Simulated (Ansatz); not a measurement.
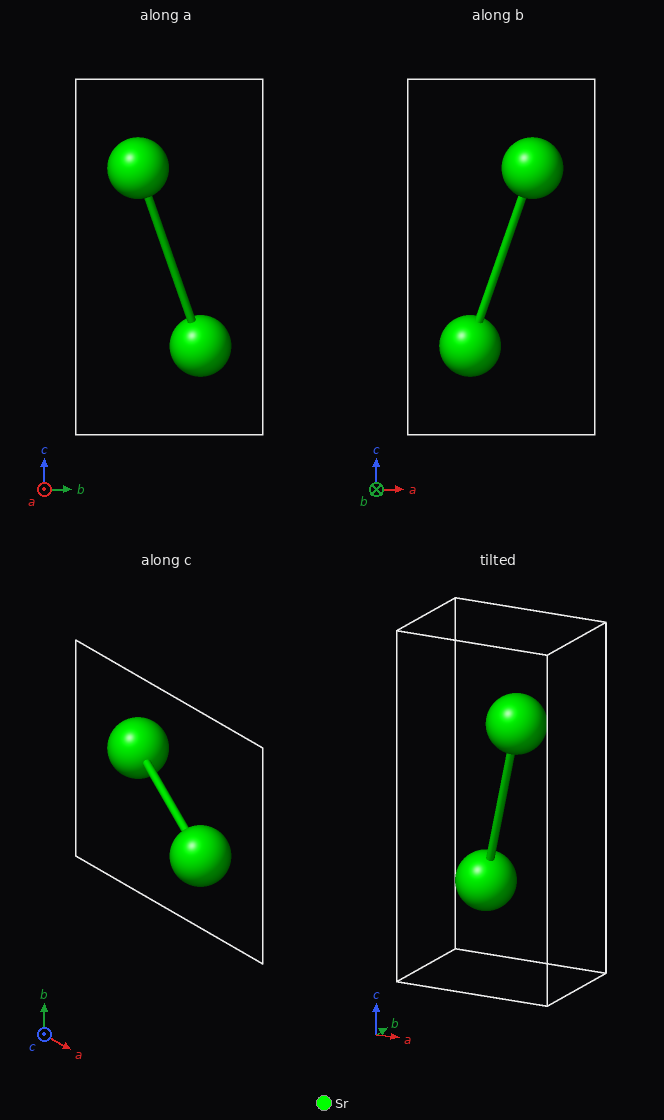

Ball-and-stick representation of a periodic structure, projected along the a axis, along the b axis, along the c axis and slightly off an axis. The wireframe shows the conventional unit cell.

Lattice parameters: a = 4.313 Å, b = 4.313 Å, c = 7.102 Å, α = 90.00°, β = 90.00°, γ = 120.00°.

Put the structure into a table of Wyckoff sites.

Space group P6_3/mmc (No. 194).
| atom | site | x | y | z |
| --- | --- | --- | --- | --- |
| Sr | 2c | 0.3333 | 0.6667 | 0.2500 |

The cell started as a structure type filled with this element by a generator (whether the element takes this form wasn't checked). Earlier steps of the study may have refined or changed the cell and positions. Ansatz was used for an electronic-structure calculation on it.
